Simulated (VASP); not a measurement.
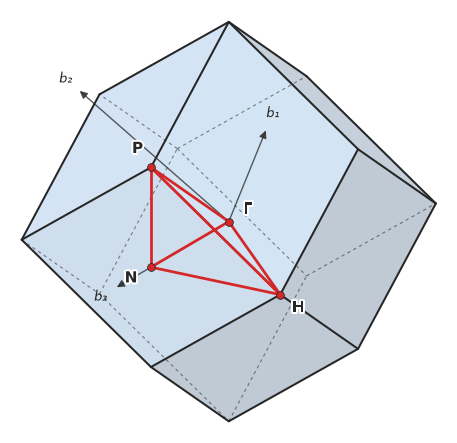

Crystal: Mo, the end point of a relaxation with VASP Kohn-Sham DFT of a periodic cell, PBEsol with rVV10, spin-orbit coupling, VASP PAW PBE potentials, recommended (VASP 6.6.1). The first Brillouin zone and its special points. The drawing is computed from the coordinates (standard cell, symmetry found to 0.002 Å).

Space group Im-3m (No. 229); a = 3.128 Å, b = 3.128 Å, c = 3.128 Å, α = 90.00°, β = 90.00°, γ = 90.00°.

Labels and path follow the convention of Hinuma et al. (2017), as computed by seekpath; the arrows show the directions of the reciprocal primitive vectors b₁, b₂, b₃, in which coordinates are given; lengths include the factor 2π.

List the special points with their coordinates and distances from Γ.

Answer.
```
point   k₁    k₂   k₃  length of k (1/Å)
    Γ    0     0    0              0.000
    H  1/2  −1/2  1/2              2.009
    P  1/4   1/4  1/4              1.740
    N    0     0  1/2              1.421
```

What is the zone's volume?

Answer. (2π)³ over the primitive cell's volume of 15.30 Å³: 16.2 Å⁻³.
